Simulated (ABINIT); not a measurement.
# TiB2: geometry relaxation (part 2 of 3)

The same run, continued: TiB2 (3 atoms in the cell); Kohn-Sham DFT of a periodic cell, PBEsol, JTH PAW PBE v2.0, no spin polarisation (ABINIT 10.8.3); cutoff 489.81 eV, 10×10×8 k-mesh, fermi-dirac of 0.05 eV. The structure derives from an entry of the Crystallography Open Database.

Geometry of the input (Å; fractional positions):
```
3.0292  0.0000  0.0000
-1.5146  2.6234  0.0000
0.0000  0.0000  3.2284
Ti 0.0000  0.0000  0.0000
B  0.6667  0.3333  0.5000
B  0.3333  0.6667  0.5000
```

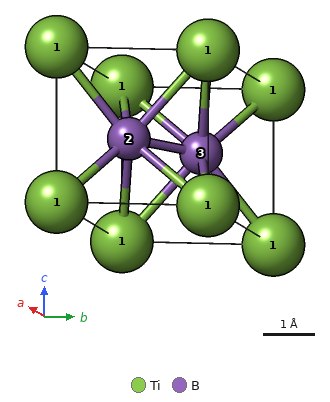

*The structure as given in the input (ball-and-stick view of the cell of the calculation, seen at an oblique angle; atoms are numbered from 1 in the order of the input). An atom can appear more than once, as a periodic image.*

Log, continued:
```
--------------------------------------------------------------------------------

---SELF-CONSISTENT-FIELD CONVERGENCE--------------------------------------------

--- !BeginCycle
iteration_state: {dtset: 1, itime: 2, icycle: 1, }
solver: {iscf: 17, nstep: 100, nline: 4, wfoptalg: 10, }
tolerances: {tolvrs: 1.00E-09, }
...

     iter   Etot(hartree)      deltaE(h)  residm     nres2
 ETOT  1  -64.426966379131    -6.443E+01 1.759E+00 9.900E-01
 ETOT  2  -64.426726911622     2.395E-04 3.164E-03 7.638E-01
 ETOT  3  -64.424371714562     2.355E-03 1.266E-03 3.918E-03
 ETOT  4  -64.424483227125    -1.115E-04 9.950E-05 8.997E-04
 ETOT  5  -64.424480985251     2.242E-06 5.245E-05 2.068E-04
 ETOT  6  -64.424480659458     3.258E-07 1.231E-05 8.970E-07
 ETOT  7  -64.424480665201    -5.743E-09 3.299E-05 2.725E-07
 ETOT  8  -64.424480664724     4.773E-10 1.271E-05 3.358E-09
 ETOT  9  -64.424480664726    -1.776E-12 1.324E-05 4.612E-10

 At SCF step    9       nres2   =  4.61E-10 < tolvrs=  1.00E-09 =>converged.

 Cartesian components of stress tensor (hartree/bohr^3)
  sigma(1 1)=  1.13720181E-05  sigma(3 2)=  0.00000000E+00
  sigma(2 2)=  1.13720173E-05  sigma(3 1)=  0.00000000E+00
  sigma(3 3)=  7.90270529E-05  sigma(2 1)=  0.00000000E+00

--- !ResultsGS
iteration_state: {dtset: 1, itime: 2, icycle: 1, }
comment   : Summary of ground state results
lattice_vectors:
- [  5.7033338,   0.0000000,   0.0000000, ]
- [ -2.8516669,   4.9392319,   0.0000000, ]
- [  0.0000000,   0.0000000,   6.0650222, ]
lattice_lengths: [   5.70333,    5.70333,    6.06502, ]
lattice_angles: [ 90.000,  90.000, 120.000, ] # degrees, (23, 13, 12)
lattice_volume:   1.7085221E+02
convergence: {deltae: -1.776E-12, res2:  4.612E-10, residm:  1.324E-05, diffor: null, }
etotal    :  -6.44244807E+01
entropy   :   0.00000000E+00
fermie    :   3.66974085E-01
cartesian_stress_tensor: # hartree/bohr^3
- [  1.13720181E-05,   0.00000000E+00,   0.00000000E+00, ]
- [  0.00000000E+00,   1.13720173E-05,   0.00000000E+00, ]
- [  0.00000000E+00,   0.00000000E+00,   7.90270529E-05, ]
pressure_GPa:  -9.9807E-01
xred      :
- [  7.3042E-30,  -8.5323E-46,   0.0000E+00, Ti]
- [  6.6667E-01,   3.3333E-01,   5.0000E-01,  B]
- [  3.3333E-01,   6.6667E-01,   5.0000E-01,  B]
cartesian_forces: # hartree/bohr
- [  1.57372590E-29,   9.08591072E-30,  -0.00000000E+00, ]
- [ -1.25898072E-28,  -4.54295536E-29,  -0.00000000E+00, ]
- [  1.10160813E-28,   3.63436429E-29,  -0.00000000E+00, ]
force_length_stats: {min:   1.81718214E-29, max:   1.33843823E-28, mean:   8.93389289E-29, }
...

 Integrated electronic density in atomic spheres:
 ------------------------------------------------
 Atom  Sphere_radius  Integrated_density
    1        2.30803         10.40757299
    2        1.70617          1.92879277
    3        1.70617          1.92879277

---OUTPUT-----------------------------------------------------------------------

 Cartesian coordinates (xcart) [bohr]
  4.16583218246167E-29 -4.21432186548966E-45  0.00000000000000E+00
  2.85166688864653E+00  1.64641064582880E+00  3.03251111482676E+00
  7.54334291132516E-17  3.29282129165760E+00  3.03251111482676E+00
 Reduced coordinates (xred)
  7.30420547899072E-30 -8.53234251565508E-46  0.00000000000000E+00
  6.66666666666666E-01  3.33333333333333E-01  5.00000000000000E-01
  3.33333333333333E-01  6.66666666666666E-01  5.00000000000000E-01
 Cartesian forces (fcart) [Ha/bohr]; max,rms= 1.25898E-28 5.93489E-29 (free atoms)
  1.57372589921281E-29  9.08591071524874E-30 -0.00000000000000E+00
 -1.25898071937025E-28 -4.54295535762437E-29 -0.00000000000000E+00
  1.10160812944897E-28  3.63436428609949E-29 -0.00000000000000E+00
 Gradient of E wrt nuclear positions in reduced coordinates (gred)
 -8.97548407718129E-29  2.21636478485229E-46 -0.00000000000000E+00
  7.18038726174503E-28 -1.34632261157719E-28  0.00000000000000E+00
 -6.28283885402690E-28  1.34632261157719E-28 -0.00000000000000E+00
 Scale of Primitive Cell (acell) [bohr]
  5.70333377729305E+00  5.70333377736992E+00  6.06502222965352E+00
 Real space primitive translations (rprimd) [bohr]
  5.70333377729305E+00  0.00000000000000E+00  0.00000000000000E+00
 -2.85166688864653E+00  4.93923193748640E+00  0.00000000000000E+00
  0.00000000000000E+00  0.00000000000000E+00  6.06502222965352E+00
 Unitary Cell Volume (ucvol) [Bohr^3]=  1.70852212011300E+02
 Angles (23,13,12)= [degrees]
  9.00000000000000E+01  9.00000000000000E+01  1.19999999999554E+02
 Lengths [Bohr]
  5.70333377729305E+00  5.70333377736991E+00  6.06502222965352E+00
 Stress tensor in cartesian coordinates (strten) [Ha/bohr^3]
  1.13720180559204E-05  0.00000000000000E+00  0.00000000000000E+00
  0.00000000000000E+00  1.13720173045770E-05  0.00000000000000E+00
  0.00000000000000E+00  0.00000000000000E+00  7.90270528996939E-05
 Total energy (etotal) [Ha]= -6.44244806647260E+01

 Difference of energy with previous step (new-old):
           Absolute (Ha)=-2.23449E-04
           Relative     =-3.46840E-06

--- Iteration: ( 3/60) Internal Cycle: (1/1)
--------------------------------------------------------------------------------

---SELF-CONSISTENT-FIELD CONVERGENCE--------------------------------------------

--- !BeginCycle
iteration_state: {dtset: 1, itime: 3, icycle: 1, }
solver: {iscf: 17, nstep: 100, nline: 4, wfoptalg: 10, }
tolerances: {tolvrs: 1.00E-09, }
...

     iter   Etot(hartree)      deltaE(h)  residm     nres2
 ETOT  1  -64.424866417559    -6.442E+01 3.173E-02 1.392E-01
 ETOT  2  -64.424785139905     8.128E-05 2.635E-03 9.690E-02
 ETOT  3  -64.424496291022     2.888E-04 1.555E-04 6.394E-04
 ETOT  4  -64.424510757257    -1.447E-05 3.305E-05 1.366E-04
 ETOT  5  -64.424510471254     2.860E-07 7.360E-06 2.437E-05
 ETOT  6  -64.424510440403     3.085E-08 2.146E-06 2.377E-07
 ETOT  7  -64.424510441134    -7.313E-10 4.197E-06 1.397E-08
 ETOT  8  -64.424510441122     1.194E-11 1.265E-06 7.082E-10

 At SCF step    8       nres2   =  7.08E-10 < tolvrs=  1.00E-09 =>converged.

 Cartesian components of stress tensor (hartree/bohr^3)
  sigma(1 1)= -1.30421405E-05  sigma(3 2)=  0.00000000E+00
  sigma(2 2)= -1.30421413E-05  sigma(3 1)=  0.00000000E+00
  sigma(3 3)=  1.45328440E-05  sigma(2 1)=  0.00000000E+00

--- !ResultsGS
iteration_state: {dtset: 1, itime: 3, icycle: 1, }
comment   : Summary of ground state results
lattice_vectors:
- [  5.7010273,   0.0000000,   0.0000000, ]
- [ -2.8505137,   4.9372345,   0.0000000, ]
- [  0.0000000,   0.0000000,   6.0416436, ]
lattice_lengths: [   5.70103,    5.70103,    6.04164, ]
lattice_angles: [ 90.000,  90.000, 120.000, ] # degrees, (23, 13, 12)
lattice_volume:   1.7005601E+02
convergence: {deltae:  1.194E-11, res2:  7.082E-10, residm:  1.265E-06, diffor: null, }
etotal    :  -6.44245104E+01
entropy   :   0.00000000E+00
fermie    :   3.68793084E-01
cartesian_stress_tensor: # hartree/bohr^3
- [ -1.30421405E-05,   0.00000000E+00,   0.00000000E+00, ]
- [  0.00000000E+00,  -1.30421413E-05,   0.00000000E+00, ]
- [  0.00000000E+00,   0.00000000E+00,   1.45328440E-05, ]
pressure_GPa:   1.1329E-01
xred      :
- [  2.3327E-29,   4.2182E-46,   0.0000E+00, Ti]
- [  6.6667E-01,   3.3333E-01,   5.0000E-01,  B]
- [  3.3333E-01,   6.6667E-01,   5.0000E-01,  B]
cartesian_forces: # hartree/bohr
- [  7.87181286E-30,   4.54479328E-30,  -0.00000000E+00, ]
- [  3.14872515E-29,   1.81791731E-29,  -0.00000000E+00, ]
- [ -3.93590643E-29,  -2.27239664E-29,  -0.00000000E+00, ]
force_length_stats: {min:   9.08958655E-30, max:   4.54479328E-29, mean:   3.02986218E-29, }
...

 Integrated electronic density in atomic spheres:
 ------------------------------------------------
 Atom  Sphere_radius  Integrated_density
    1        2.30803         10.41977383
    2        1.70617          1.93740813
    3        1.70617          1.93740813

---OUTPUT-----------------------------------------------------------------------

 Cartesian coordinates (xcart) [bohr]
  1.32988978055499E-28  2.08260711899958E-45  0.00000000000000E+00
  2.85051367194195E+00  1.64574483585396E+00  3.02082178415192E+00
  5.19821382102135E-16  3.29148967170793E+00  3.02082178415192E+00
 Reduced coordinates (xred)
  2.33271952638800E-29  4.21816528222398E-46  0.00000000000000E+00
  6.66666666666666E-01  3.33333333333333E-01  5.00000000000000E-01
  3.33333333333333E-01  6.66666666666666E-01  5.00000000000000E-01
 Cartesian forces (fcart) [Ha/bohr]; max,rms= 3.93591E-29 1.96358E-29 (free atoms)
  7.87181286440439E-30  4.54479327619257E-30 -0.00000000000000E+00
  3.14872514576176E-29  1.81791731047703E-29 -0.00000000000000E+00
 -3.93590643220220E-29 -2.27239663809628E-29 -0.00000000000000E+00
 Gradient of E wrt nuclear positions in reduced coordinates (gred)
 -4.48774203859064E-29 -2.85512031147922E-45 -0.00000000000000E+00
 -1.79509681543626E-28 -1.14204812459169E-44 -0.00000000000000E+00
  2.24387101929532E-28  5.09493719295831E-45  0.00000000000000E+00
 Scale of Primitive Cell (acell) [bohr]
  5.70102734388390E+00  5.70102734396073E+00  6.04164356830385E+00
 Real space primitive translations (rprimd) [bohr]
  5.70102734388390E+00  0.00000000000000E+00  0.00000000000000E+00
 -2.85051367194195E+00  4.93723450756189E+00  0.00000000000000E+00
  0.00000000000000E+00  0.00000000000000E+00  6.04164356830385E+00
 Unitary Cell Volume (ucvol) [Bohr^3]=  1.70056007966693E+02
 Angles (23,13,12)= [degrees]
  9.00000000000000E+01  9.00000000000000E+01  1.19999999999554E+02
 Lengths [Bohr]
  5.70102734388390E+00  5.70102734396073E+00  6.04164356830385E+00
 Stress tensor in cartesian coordinates (strten) [Ha/bohr^3]
 -1.30421405319207E-05  0.00000000000000E+00  0.00000000000000E+00
  0.00000000000000E+00 -1.30421412893982E-05  0.00000000000000E+00
  0.00000000000000E+00  0.00000000000000E+00  1.45328440292226E-05
 Total energy (etotal) [Ha]= -6.44245104411223E+01

 Difference of energy with previous step (new-old):
           Absolute (Ha)=-2.97764E-05
           Relative     =-4.62191E-07

--- Iteration: ( 4/60) Internal Cycle: (1/1)
--------------------------------------------------------------------------------

---SELF-CONSISTENT-FIELD CONVERGENCE--------------------------------------------

--- !BeginCycle
iteration_state: {dtset: 1, itime: 4, icycle: 1, }
solver: {iscf: 17, nstep: 100, nline: 4, wfoptalg: 10, }
tolerances: {tolvrs: 1.00E-09, }
...

     iter   Etot(hartree)      deltaE(h)  residm     nres2
 ETOT  1  -64.424518289506    -6.442E+01 1.920E-03 3.060E-03
 ETOT  2  -64.424513626803     4.663E-06 2.843E-05 2.610E-04
 ETOT  3  -64.424513500788     1.260E-07 3.151E-06 1.355E-04
 ETOT  4  -64.424513156706     3.441E-07 6.370E-07 1.055E-06
 ETOT  5  -64.424513167705    -1.100E-08 1.841E-07 1.018E-07
 ETOT  6  -64.424513167513     1.918E-10 9.705E-08 1.804E-08
 ETOT  7  -64.424513167453     6.047E-11 1.694E-07 1.145E-09
 ETOT  8  -64.424513167450     2.970E-12 2.753E-08 7.768E-11

 At SCF step    8       nres2   =  7.77E-11 < tolvrs=  1.00E-09 =>converged.

 Cartesian components of stress tensor (hartree/bohr^3)
  sigma(1 1)= -3.36935927E-06  sigma(3 2)=  0.00000000E+00
  sigma(2 2)= -3.36936003E-06  sigma(3 1)=  0.00000000E+00
  sigma(3 3)=  5.56094658E-07  sigma(2 1)=  0.00000000E+00

--- !ResultsGS
iteration_state: {dtset: 1, itime: 4, icycle: 1, }
comment   : Summary of ground state results
lattice_vectors:
- [  5.7041745,   0.0000000,   0.0000000, ]
- [ -2.8520872,   4.9399600,   0.0000000, ]
- [  0.0000000,   0.0000000,   6.0348637, ]
lattice_lengths: [   5.70417,    5.70417,    6.03486, ]
lattice_angles: [ 90.000,  90.000, 120.000, ] # degrees, (23, 13, 12)
lattice_volume:   1.7005276E+02
convergence: {deltae:  2.970E-12, res2:  7.768E-11, residm:  2.753E-08, diffor: null, }
etotal    :  -6.44245132E+01
entropy   :   0.00000000E+00
fermie    :   3.68765068E-01
cartesian_stress_tensor: # hartree/bohr^3
- [ -3.36935927E-06,   0.00000000E+00,   0.00000000E+00, ]
- [  0.00000000E+00,  -3.36936003E-06,   0.00000000E+00, ]
- [  0.00000000E+00,   0.00000000E+00,   5.56094658E-07, ]
pressure_GPa:   6.0633E-02
xred      :
- [  3.8989E-29,   2.4964E-46,   0.0000E+00, Ti]
- [  6.6667E-01,   3.3333E-01,   5.0000E-01,  B]
- [  3.3333E-01,   6.6667E-01,   5.0000E-01,  B]
cartesian_forces: # hartree/bohr
- [  7.86746980E-30,   4.54228581E-30,  -0.00000000E+00, ]
- [ -6.29397584E-29,   1.81691432E-29,  -0.00000000E+00, ]
- [  5.50722886E-29,  -2.27114290E-29,  -0.00000000E+00, ]
force_length_stats: {min:   9.08457162E-30, max:   6.55097776E-29, mean:   4.47219564E-29, }
...

 Integrated electronic density in atomic spheres:
 ------------------------------------------------
 Atom  Sphere_radius  Integrated_density
    1        2.30803         10.42043928
    2        1.70617          1.93928661
    3        1.70617          1.93928661

---OUTPUT-----------------------------------------------------------------------
```
